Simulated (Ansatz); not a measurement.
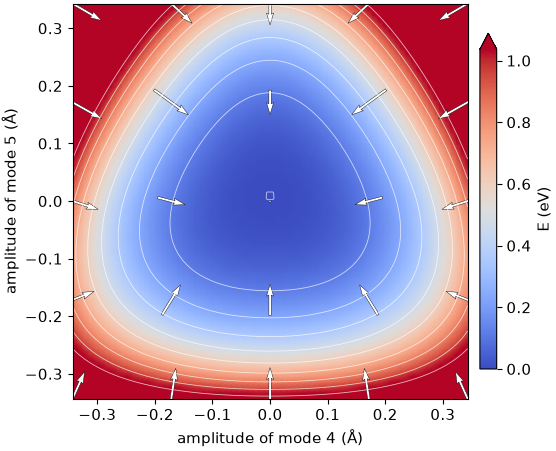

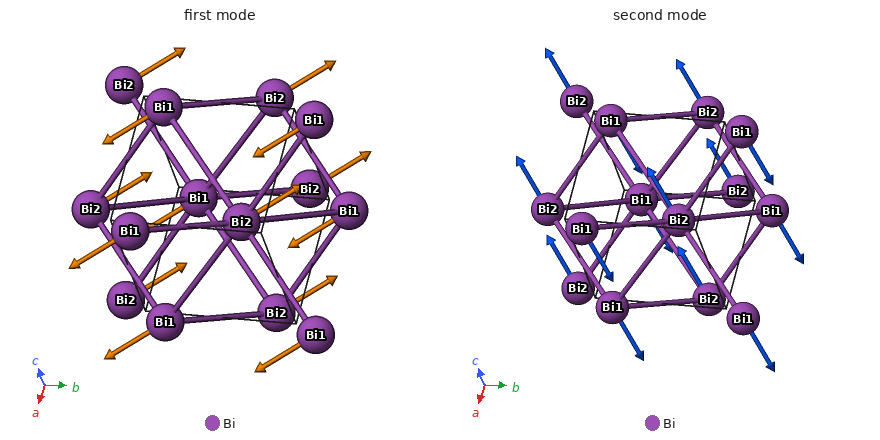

Energy landscape of Bi (R-3m, No. 166; 2 atoms in the cell). 
- The energy is mapped over two normal modes frozen in (zone-centre modes of the 2-atom cell of this scan).
- Coordinates scanned: (1) amplitude of mode 4 (58 cm⁻¹), largest displacement; (2) amplitude of mode 5 (58 cm⁻¹), largest displacement.
- Nothing is relaxed (the cell and all other modes fixed).
- Grid: 5 × 5 points; 15 points were computed and 10 follow by symmetry.
- Points are written as (first, second).
- Energies are in eV per cell, from the lowest grid point.
- The calculation used DFT LDA+D3(BJ), scalar-relativistic, plane waves, PAW in Ansatz. Settings: cutoff 420 eV, k-mesh 12×12×12, gaussian smearing 0.15 eV, no spin polarisation.

The picture shows a smooth colour map with a few white contour lines, arrows along the force (downhill), their lengths compressed, one colour for all values above the top of the scale. Between grid points the surface is interpolated. The second picture is the structure at the lowest point

Where are the wells?

Answer. The lowest grid point is at (0.000 Å, 0.000 Å). It is the only kind of minimum in the scanned range. The highest grid point, (−0.343 Å, 0.343 Å), lies 2.85 eV above the lowest.

The whole map (15 points run) took 20 min on 1 thread of Arm Neoverse N1, on a shared host.
